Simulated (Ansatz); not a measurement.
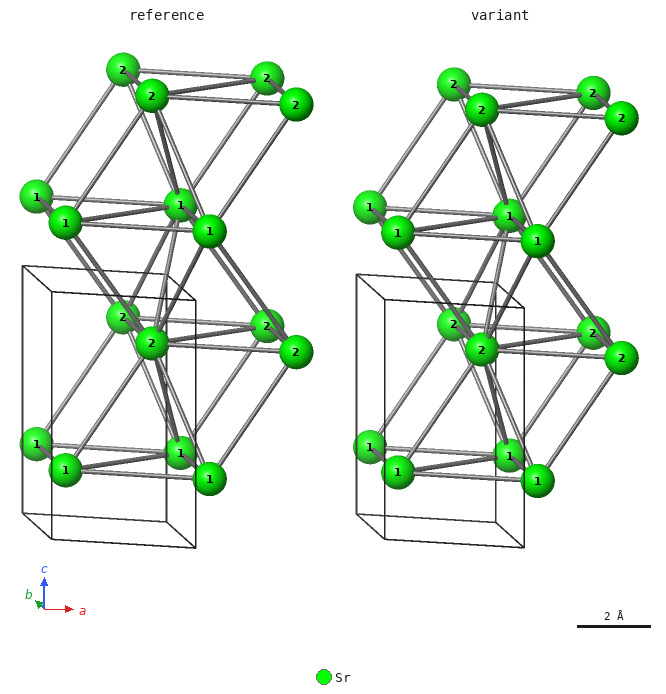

Left: a symmetric starting cell of Sr (made from another compound by putting Sr in place of Ca). Right: the same structure after one change, at the same scale. A ball-and-stick model of the cell of the calculation, reduced to other axes, repeated 2 × 2 × 2 with one cell outlined, seen slightly off an axis. Lengths and directions refer to the drawn axes.

Theory: DFT PBE, scalar-relativistic, plane waves, PAW in Ansatz. Set-up: plane-wave cutoff 420 eV; k-point mesh 12 × 12 × 6; occupations gaussian; smearing width 0.1 eV; no spin polarisation.

**Which change leads from the left to the right?**

All lengths are scaled by −3.2 % (volume −9.2 %), the atoms keeping their fractional coordinates. No relaxation follows. The starting cell wasn't computed here and needn't be at equilibrium, so pressure and forces aren't due to the change alone.

**How do the computed properties respond?**

The pressure is 2.1 GPa (not all of it need come from the change, since the unchanged cell can be under pressure at this level too). The principal stresses (compression positive) are 2.3 GPa along [1 2 0] and 2.0 GPa across it. The largest forces, 0.013 eV/Å, act on Sr1 and Sr2. Some distances before and after: Sr–Sr 4.200 → 4.066 to 4.070 Å, Sr–Sr 4.236 → 4.103 Å, Sr–Sr 4.181 → 4.049 Å. The space group stays Cmcm (No. 63).
